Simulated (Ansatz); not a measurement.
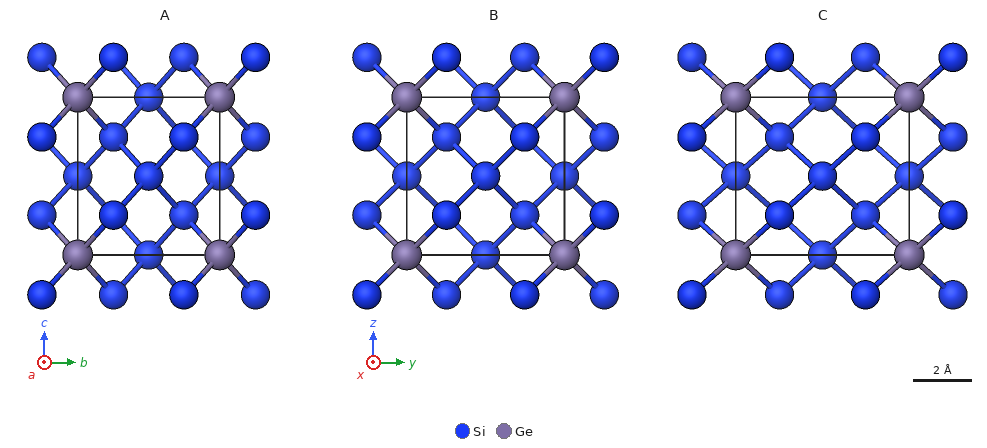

A scan of crystalline Si7Ge (P-43m): the cell is strained along y alone, with the atoms kept at their fractional coordinates. x, y and z are the Cartesian axes of the input. A ball-and-stick model of the cell of the calculation, seen along the a axis.

Method: Ansatz 0.2.0, DFT r2SCAN, scalar-relativistic, plane waves, PAW. Set-up: plane-wave cutoff 500 eV; k-point mesh 6 × 6 × 6; occupations gaussian; smearing width 0.05 eV; no spin polarisation. Energies (free energies at the smearing named) are counted from the relaxed crystal.

Q: Rank the frames from lowest to highest energy.

A: Lowest first: B (the strain 0.00, 0.0 meV/atom), C (the strain 0.10, 96.3 meV/atom), A (the strain −0.10, 109.5 meV/atom). Over the whole scan: of the computed points the lowest is at the strain 0.00, 0.0 meV/atom. The distortion takes the space group from P-43m to P-42m. At the strain −0.10 the cell of the drawing goes b 5.468 → 4.921 Å. The band gap on the mesh, 0.59 eV in the reference, closes at −0.10, −0.075.
